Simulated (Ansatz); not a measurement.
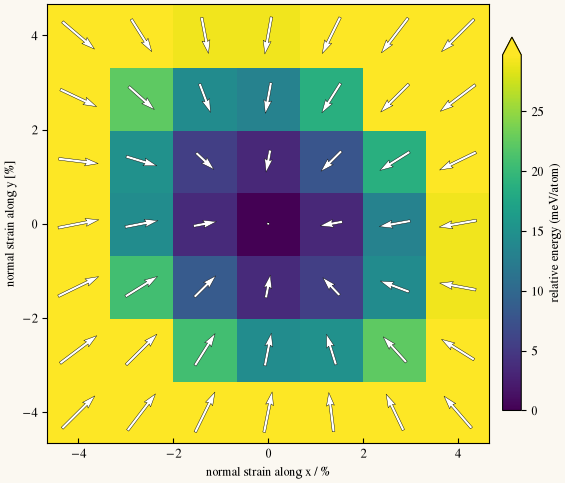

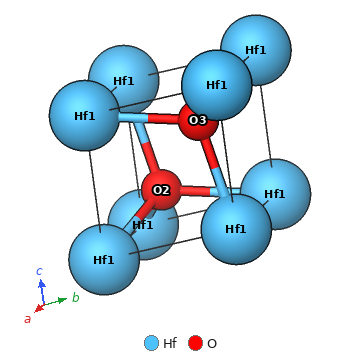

Energy landscape of HfO₂ (Fm-3m, No. 225; 3 atoms in the cell). The energy is mapped over two homogeneous strains (x, y and z along the cube axes). First axis: normal strain along x. Second axis: normal strain along y. Nothing is relaxed (symmetry fixes all fractional coordinates). The grid has 7 × 7 points; 28 points were computed and 21 follow by symmetry. Points are written as (first, second). All energies are given in meV/atom relative to the lowest grid point. Method: DFT PBEsol, scalar-relativistic, plane waves, PAW in Ansatz 0.2.0. Settings: cutoff 520 eV, k-mesh 8×8×8, gaussian smearing 0.05 eV, no spin polarisation.

Drawn: one coloured cell a grid point, arrows along the force (downhill), their lengths compressed, one colour for all values above the top of the scale. The second picture is the structure at the lowest point

Question: Describe this landscape.

Answer: The lowest grid point is at (0.00 %, 0.00 %). It is the only kind of minimum in the scanned range. The highest grid point, (−4.00 %, −4.00 %), lies 80.5 meV/atom above the lowest. Round the minimum the valley is somewhat tilted: raising normal strain along x shifts the best value of normal strain along y downwards (coupling k₁₂/√(k₁₁k₂₂) about 0.2). The gap on the k-mesh is 3.7 eV at the lowest point and runs from 2.8 to 3.7 eV over the map.

Grid values (meV/atom):

```tsv
normal strain along y ↓, normal strain along x →	−4.00	−2.67	−1.33	0.00	1.33	2.67	4.00
4.00	50.2	36.0	29.0	29.1	35.6	48.4	66.9
2.67	37.9	22.3	14.2	13.2	18.8	30.7	48.4
1.33	31.9	14.9	5.5	3.3	7.8	18.8	35.6
0.00	32.8	14.3	3.5	0.0	3.3	13.2	29.1
−1.33	40.9	20.8	8.4	3.5	5.5	14.2	29.0
−2.67	56.7	34.8	20.8	14.3	14.9	22.3	36.0
−4.00	80.5	56.7	40.9	32.8	31.9	37.9	50.2
```

The input of one point:

```yaml
crystal:
  lattice:
    - [0.0, 2.5220673956, 2.5220673956]
    - [2.5220673956, 0.0, 2.5220673956]
    - [2.5220673956, 2.5220673956, 0.0]
  atoms:
    - { symbol: Hf, position: [0.0, 0.0, 0.0] }
    - { symbol: O, position: [0.25, 0.25, 0.25] }
    - { symbol: O, position: [0.75, 0.75, 0.75] }
basis:
  ecutwfc: 520.0
kpoints:
  mp_grid: { grid: [8, 8, 8] }
hamiltonian:
  xc: pbesol
  pseudopotentials: { kind: paw, azcp: { folder: soft_1 } }
scf:
  occupations: { method: gaussian, width: 0.05 }
output:
  forces: true
  stress: true
  eigenvalues: true
  write_density: true
  write_potential: true
  elf: true
  volumetric_format: npy
```

The whole map (28 points run) took 4.7 min on 1 thread of Arm Neoverse N1 (shared host).
